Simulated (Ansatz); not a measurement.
System: Te, space group P3_121 (No. 152).

Structure:
```yaml
crystal:
  lattice:
    - [4.45400, 0.00000, 0.00000]
    - [-2.22700, 3.85728, 0.00000]
    - [0.00000, 0.00000, 5.92400]
  atoms:
    - { symbol: Te, position: [0.73100, 0.73100, 0.00000] }
    - { symbol: Te, position: [0.00000, 0.26900, 0.66667] }
    - { symbol: Te, position: [0.26900, 0.00000, 0.33333] }
```

Computed with Ansatz 0.2.0: plane-wave DFT, no spin polarisation; elastic constants in Voigt order on the axes of the given cell. Level: LDA.

```csv
setting,value
k mesh,5×5×4
occupations,fixed
potentials,Ansatz PAW
wave cutoff,420 eV
density cutoff,1680 eV
program settings,xc grid level 1
```

Predict the Young's modulus as a surface whose radius and colour give its value in each direction.

Over all directions E runs from 18.8 to 79.3 GPa, a ratio of 4.2, a strong anisotropy. E is 20.6 GPa along x, 20.6 GPa along y and 45.8 GPa along z, and 50.7 GPa along the body diagonal x + y + z. The Hill averages are K = 22.5 GPa and G = 16.6 GPa; K/G = 1.36.

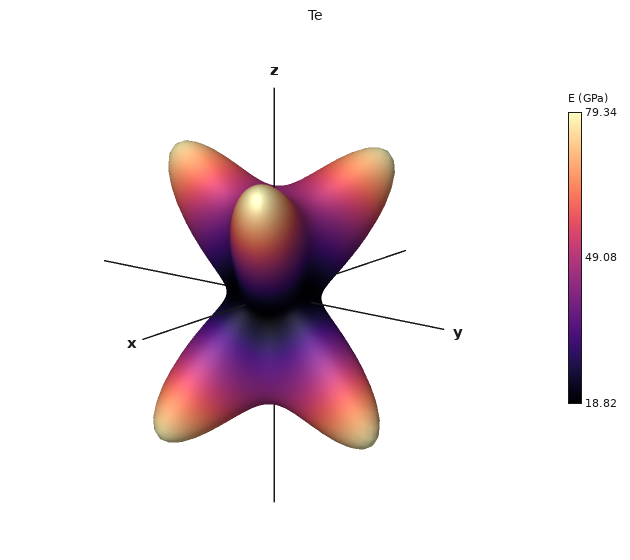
